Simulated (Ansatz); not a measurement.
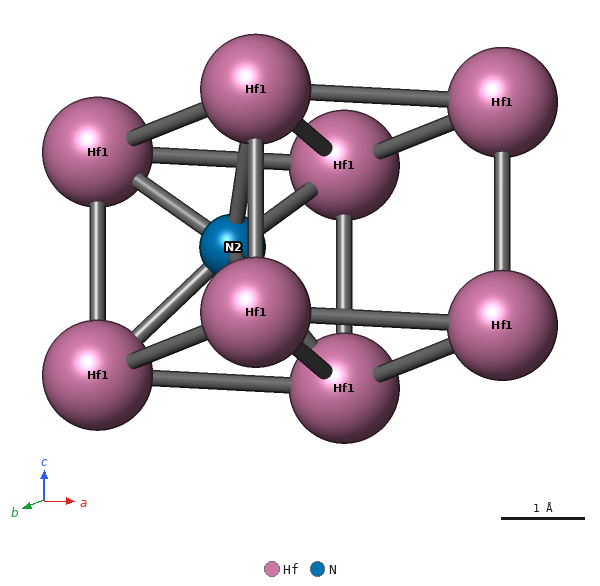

Figure 1. The structure as given in the input (ball-and-stick view of the cell of the calculation, seen at an oblique angle; atoms are numbered from 1 in the order of the input).

## Two runs on HfN

System: HfN (2 atoms in the cell).
Method of the first run: DFT, PBE, all-electron LAPW, scalar-relativistic, no spin polarisation (Ansatz 0.2.0).

Text and figures count atoms from 1; the logs count them from 0 in places.

### Input, the first run
```yaml
crystal:
  lattice:
    - [3.0329160064, 0.0, 0.0]
    - [-1.5164580032, 2.6265823091, 0.0]
    - [0.0, 0.0, 2.8611404125]
  atoms:
    - { symbol: Hf, position: [0.0, 0.0, 0.0] }
    - { symbol: "N", position: [0.3333333333, 0.6666666667, 0.5] }
kpoints:
  mp_grid: { grid: [16, 16, 14] }
scf:
  occupations: { method: fermi_dirac, width: 0.1 }
hamiltonian:
  xc: pbe
  pseudopotentials: { kind: all_electron, lapw: { basis_error: 0.001 } }
output:
  forces: true
  stress: true
  eigenvalues: true
  populations: true
```

Command:
```bash
ansatz run input.yaml --threads 1 --pin off --max-ram 2048MiB --backend cpu --events-out ev --progress --plain --runs-dir out
```

Hardware: 1 thread of Intel Xeon (Sapphire Rapids), 64 GiB of memory available, shared host.

### Output, shortened to warnings, some set-up lines, iterations and results (the first run)
```
Basis set: ecut = 341.7778523917323 eV, 327 PW (Γ), exchange–correlation at level 2
Symmetry: 12 space group operations
k-points: 240 of 3584 (time reversal used)
Initial density: superposition of atomic densities (chi_scale 0.1, normalization cell, long waves kept (reshape's long-wave potential 0.00 eV rms))
[...]
SCF iter   1: F=—  HF=-411744.804136 eV  |F-HF|=—  |Δ(HF+E_count)|=         —  Δρ=1.24e-1  dr2=4.58e0  ethr=9.36e-3  ⟨swp⟩=2.0  Hψ=44753  notcnv=0
SCF iter   2: F=—  HF=-411742.983521 eV  |F-HF|=—  |Δ(HF+E_count)|=    1.82e0  Δρ=2.93e-2  dr2=2.57e-1  ethr=5.24e-4  ⟨swp⟩=2.0  Hψ=35544  notcnv=0
SCF iter   3: F=—  HF=-411742.904022 eV  |F-HF|=—  |Δ(HF+E_count)|=   7.95e-2  Δρ=1.22e-2  dr2=2.95e-2  ethr=5.24e-4  ⟨swp⟩=2.0  Hψ=22232  notcnv=0
SCF iter   4: F=—  HF=-411742.910943 eV  |F-HF|=—  |Δ(HF+E_count)|=         —  Δρ=3.41e-3  dr2=2.13e-3  ethr=6.02e-5  ⟨swp⟩=2.6  Hψ=21847  notcnv=0
SCF iter   5: F=—  HF=-411742.891931 eV  |F-HF|=—  |Δ(HF+E_count)|=   1.90e-2  Δρ=1.71e-3  dr2=5.21e-4  ethr=4.35e-6  ⟨swp⟩=3.0  Hψ=21913  notcnv=0
SCF iter   6: F=—  HF=-411742.892090 eV  |F-HF|=—  |Δ(HF+E_count)|=   1.59e-4  Δρ=2.10e-4  dr2=7.93e-6  ethr=1.06e-6  ⟨swp⟩=2.0  Hψ=21590  notcnv=0
SCF iter   7: F=—  HF=-411742.892093 eV  |F-HF|=—  |Δ(HF+E_count)|=   2.69e-6  Δρ=3.05e-5  dr2=1.78e-7  ethr=1.62e-8  ⟨swp⟩=2.7  Hψ=21872  notcnv=0
SCF iter   8: F=-411742.892093 eV  HF=-411742.892093 eV  |F-HF|=1.11e-9  |Δ(HF+E_count)|=   1.01e-7  Δρ=3.47e-6  dr2=2.04e-9  ethr=3.63e-10  ⟨swp⟩=2.9  Hψ=22040  notcnv=0
SCF 1 converged in 8 iterations: F = -411742.892093 eV  dr2 = 2.04e-9
SCF converged after 8 iterations
Free energy (F): -411742.892093 eV
Harris-Foulkes:  -411742.892093 eV  (|F-HF|=1.11e-9)
Internal energy: -411742.847589 eV  (E = F + TS)
E sigma→0 (E₀):  -411742.869841 eV
Entropy (-TS):   -0.044504 eV (-22.252 meV/atom)
Fermi energy:    23.403090 eV
--- Per-component energies (eV) ---
  E_band       = -4377.981543
  E_kinetic    = 457974.086601
  E_xc         = -8606.024081
  E_electrostatic = -861110.910109  (all electrons and nuclei)
  E_smearing   = -0.044504  (= −TS)
  E_closure    = 0.000000  (closes the sum)
  E_atoms      = -411724.663545  (free atoms, spherical and without spin; not in F)
  Σ components = -411742.892093   (vs F -411742.892093, Δ=0.00e0)
  Basis errors (estimates in eV, not in F): energy 3.4e-4 per atom: plane waves 3.0e-4 (1.6e-4 summed), levels above the bands 2.2e-50, relativity 6.8e-8, radial functions 4.5e-5, core shells 4.7e-7; eigenvalues (radial functions only) 9.9e-6; not estimated: angular momenta, meshes, grids; target …
--- Forces (eV/Å), atoms counted from 1 ---
  atom   1  Hf     0.00000000    -0.00000000     0.00000000
  atom   2  N     -0.00000000     0.00000000     0.00000000
  max |Σ_I F_I| component: 6.01e-17 eV/Å
--- Stress (GPa, compression-positive) ---
       16.484927       0.000000       0.000000
       -0.000000      16.484927       0.000000
        0.000000       0.000000      16.510300
  P = ⅓ Tr σ = 16.4934 GPa (164.934 kbar)
--- Löwdin populations: 2 sites ---
  site symbol       q [e]
     0     Hf     71.2972
     1      N      7.6502
  spilling = 0.000666 (of n_electrons = 79.000000)
```

The input of the second run differs as follows (lines with − go, lines with + come):
```diff
-    - [3.0329160064, 0.0, 0.0]
-    - [-1.5164580032, 2.6265823091, 0.0]
-    - [0.0, 0.0, 2.8611404125]
+    - [2.9610566207, 0.0, 0.0]
+    - [-1.4805283104, 2.5643502556, 0.0]
+    - [0.0, 0.0, 2.8100971372]
```

What does this change do to the results?

With the same functional and potentials, the second run lies 123.0 meV per atom higher. The pressure goes from 16.49 to 38.85 GPa. The volume per atom goes from 11.40 to 10.67 Å³. The SCF takes 7 iterations against 8.

### Output, shortened to warnings, some set-up lines, iterations and results (the second run)
```
Basis set: ecut = 358.78675865635296 eV, 327 PW (Γ), exchange–correlation at level 2
Symmetry: 12 space group operations
k-points: 240 of 3584 (time reversal used)
Initial density: superposition of atomic densities (chi_scale 0.1, normalization cell, long waves kept (reshape's long-wave potential 0.00 eV rms))
[...]
SCF iter   1: F=—  HF=-411744.592632 eV  |F-HF|=—  |Δ(HF+E_count)|=         —  Δρ=1.31e-1  dr2=4.59e0  ethr=9.37e-3  ⟨swp⟩=2.0  Hψ=45072  notcnv=0
SCF iter   2: F=—  HF=-411742.738761 eV  |F-HF|=—  |Δ(HF+E_count)|=    1.85e0  Δρ=3.23e-2  dr2=2.93e-1  ethr=5.99e-4  ⟨swp⟩=2.0  Hψ=35563  notcnv=0
SCF iter   3: F=—  HF=-411742.658556 eV  |F-HF|=—  |Δ(HF+E_count)|=         —  Δρ=1.25e-2  dr2=2.66e-2  ethr=5.99e-4  ⟨swp⟩=2.0  Hψ=22631  notcnv=0
SCF iter   4: F=—  HF=-411742.664173 eV  |F-HF|=—  |Δ(HF+E_count)|=   5.62e-3  Δρ=4.04e-3  dr2=2.65e-3  ethr=5.43e-5  ⟨swp⟩=2.4  Hψ=21697  notcnv=0
SCF iter   5: F=—  HF=-411742.645954 eV  |F-HF|=—  |Δ(HF+E_count)|=   1.82e-2  Δρ=1.81e-3  dr2=5.21e-4  ethr=5.40e-6  ⟨swp⟩=2.9  Hψ=21839  notcnv=0
SCF iter   6: F=—  HF=-411742.646105 eV  |F-HF|=—  |Δ(HF+E_count)|=   1.51e-4  Δρ=2.23e-4  dr2=8.56e-6  ethr=1.06e-6  ⟨swp⟩=2.0  Hψ=21584  notcnv=0
SCF iter   7: F=-411742.646107 eV  HF=-411742.646107 eV  |F-HF|=9.77e-8  |Δ(HF+E_count)|=   1.67e-6  Δρ=2.77e-5  dr2=9.49e-8  ethr=1.75e-8  ⟨swp⟩=2.6  Hψ=21761  notcnv=0
SCF 1 converged in 7 iterations: F = -411742.646107 eV  dr2 = 9.49e-8
SCF converged after 7 iterations
Free energy (F): -411742.646107 eV
Harris-Foulkes:  -411742.646107 eV  (|F-HF|=9.77e-8)
Internal energy: -411742.605216 eV  (E = F + TS)
E sigma→0 (E₀):  -411742.625662 eV
Entropy (-TS):   -0.040891 eV (-20.445 meV/atom)
Fermi energy:    25.094257 eV
--- Per-component energies (eV) ---
  E_band       = -4288.569402
  E_kinetic    = 457982.455133
  E_xc         = -8607.808673
  E_electrostatic = -861117.251677  (all electrons and nuclei)
  E_smearing   = -0.040891  (= −TS)
  E_closure    = 0.000000  (closes the sum)
  E_atoms      = -411724.663545  (free atoms, spherical and without spin; not in F)
  Σ components = -411742.646107   (vs F -411742.646107, Δ=0.00e0)
  Basis errors (estimates in eV, not in F): energy 3.4e-4 per atom: plane waves 3.0e-4 (1.7e-4 summed), levels above the bands 3.0e-53, relativity 6.5e-8, radial functions 4.3e-5, core shells 8.2e-7; eigenvalues (radial functions only) 1.3e-5; not estimated: angular momenta, meshes, grids; target …
--- Forces (eV/Å), atoms counted from 1 ---
  atom   1  Hf    -0.00000000     0.00000000     0.00000000
  atom   2  N      0.00000000    -0.00000000     0.00000000
  max |Σ_I F_I| component: 1.06e-16 eV/Å
--- Stress (GPa, compression-positive) ---
       38.856628      -0.000000       0.000000
       -0.000000      38.856628       0.000000
        0.000000       0.000000      38.838874
  P = ⅓ Tr σ = 38.8507 GPa (388.507 kbar)
--- Löwdin populations: 2 sites ---
  site symbol       q [e]
     0     Hf     71.3358
     1      N      7.6156
  spilling = 0.000615 (of n_electrons = 79.000000)
```

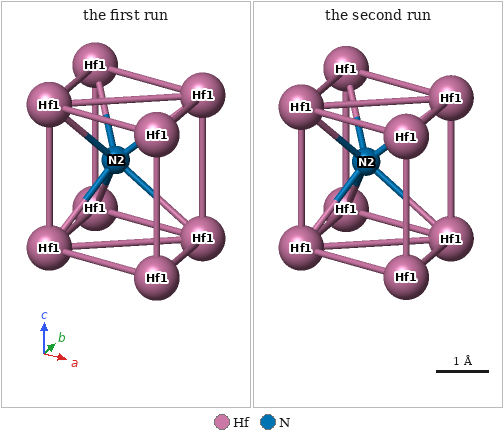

Figure 2. The two input geometries at one scale (ball-and-stick view of the cell of the calculation, seen slightly off an axis). The atoms keep their places relative to the cell (all moves are under 0.005 Å). The volume changes by −6.4 %, with a = b 3.033 → 2.961 Å (−2.4 %), c 2.861 → 2.810 Å (−1.8 %). Among the contacts that change: Hf1–Hf1 3.033 → 2.961 Å, Hf1–N2 2.261 → 2.213 Å.

### The two runs side by side

| quantity | the first run | the second run |
| --- | --- | --- |
| outcome | converged | converged |
| free energy per atom (eV) | −205871.4460 | −205871.3231 |
| energy per atom, smearing taken to zero (eV) | −205871.4349 | −205871.3128 |
| pressure (GPa) | 16.49 | 38.85 |
| volume per atom (Å³) | 11.40 | 10.67 |
| largest force (eV/Å) | 0.000 | 0.000 |
| SCF iterations | 8 | 7 |
| irreducible k-points | 240 | 240 |
| plane waves at Γ | 327 | 327 |
| wall time (shared host) | 60 s | 56 s |

For both runs: Spin–orbit coupling is left out, which matters for Hf. The cell holds an odd number of electrons but the run has no spin polarisation, so it comes out as a metal. For the first run: The cell is under a pressure of 16.5 GPa at this level, so it is not at its equilibrium volume. For the second run: The cell is under a pressure of 39 GPa at this level, so it is not at its equilibrium volume.
